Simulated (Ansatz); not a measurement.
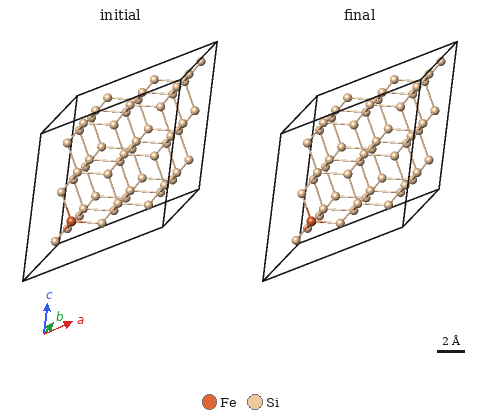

The structure of a defect cell of composition FeSi$_{53}$ (cell charge −1) before (left) and after (right) a relaxation, at one scale.

The picture is a ball-and-stick view of the cell of the calculation, seen slightly off an axis.

These are results of DFT, PBE, plane-wave PAW, default files, scalar-relativistic in Ansatz, not measurements. Settings: plane-wave cutoff 420 eV; k-point mesh 2 × 2 × 2; occupations fermi dirac; smearing width 0.01 eV; collinear spin; atoms relaxed in a fixed cell; force threshold 0.03 eV/Å; at most 40 steps.

Question: Describe what moved and what it gained.

Answer: The largest moves, 0.12 Å, are those of Si atoms. Fe stays in place. The cell stays as it was. Some distances before and after: Fe–Si 2.350 → 2.231 Å, Si–Si 2.350 → 2.365 Å. Among the angles between lasting bonds that change: Si–Si–Si 109.5° → 112.7°, Si–Si–Si 109.5° → 106.8°, Fe–Si–Si 109.5° → 112.0°. The energy falls by 0.296 eV per cell of the calculation in 3 geometry steps. Largest force component: 0.61 eV/Å at the start, 0.0026 eV/Å at the end. Cost: 120 s on 4 threads of Arm Neoverse V2, with other jobs on the host, peak memory 4.3 GiB.

Limits of the set-up: the cell is charged, on a uniform background, and energies carry no finite-size correction.
